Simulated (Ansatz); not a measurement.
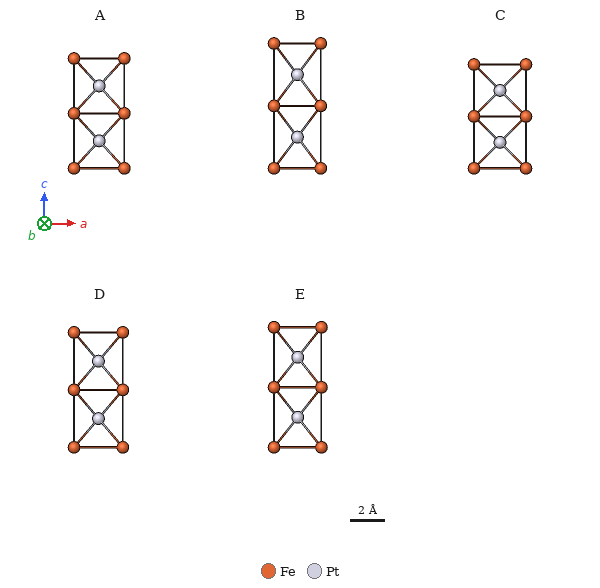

5 geometries from one relaxation of crystalline FePt (built on the CsCl (B2) type), in shuffled order. The picture is a ball-and-stick view of the cell of the calculation, seen along the b axis.

Case: antiferromagnetic, doubled cell, propagation vector (0, 0, 1/2).

Level of theory: Ansatz, DFT PBE, scalar-relativistic, plane waves, PAW. (plane-wave cutoff 420 eV; k-point mesh 14 × 14 × 7; occupations gaussian; smearing width 0.1 eV; collinear spin; cell and atoms relaxed; force threshold 0.01 eV/Å; at most 60 steps)

Order the frames from highest to lowest energy.

C, A, D, E, B. They are steps 0, 3, 4, 5, 13, at +0.515 eV per cell of the calculation, +0.401 eV per cell of the calculation, +0.219 eV per cell of the calculation, +78.1 meV per cell of the calculation relative to the last. The atoms keep their places relative to the cell (all moves are under 0.005 Å). The volume changes by −2.5 %, with a = b 3.059 → 2.755 Å (−9.9 %), c 6.119 → 7.355 Å (+20.2 %). Near-neighbour distances that change, for instance: Fe–Fe 3.059 → 2.755 Å, Pt–Pt 3.059 → 2.755 Å, Fe–Pt 2.649 → 2.679 Å. The space group (tolerance 0.01 Å) goes from Pm-3m (No. 221) to P4/mmm (No. 123). The energy falls by 0.515 eV per cell of the calculation in 10 accepted moves (13 points after the start). The pressure goes from −0.67 to −0.02 GPa. The line search rejected the trial step at point 6 of the run. The SCF was repeated twice at an unchanged geometry on a basis and grid sized afresh for the cell, which shifted the energy by 47.4 meV per cell of the calculation at most. The run took 6.9 min on 1 thread of Intel(R) Xeon(R) 6975P-C (Granite Rapids) (shared host), peak memory 0.79 GiB.
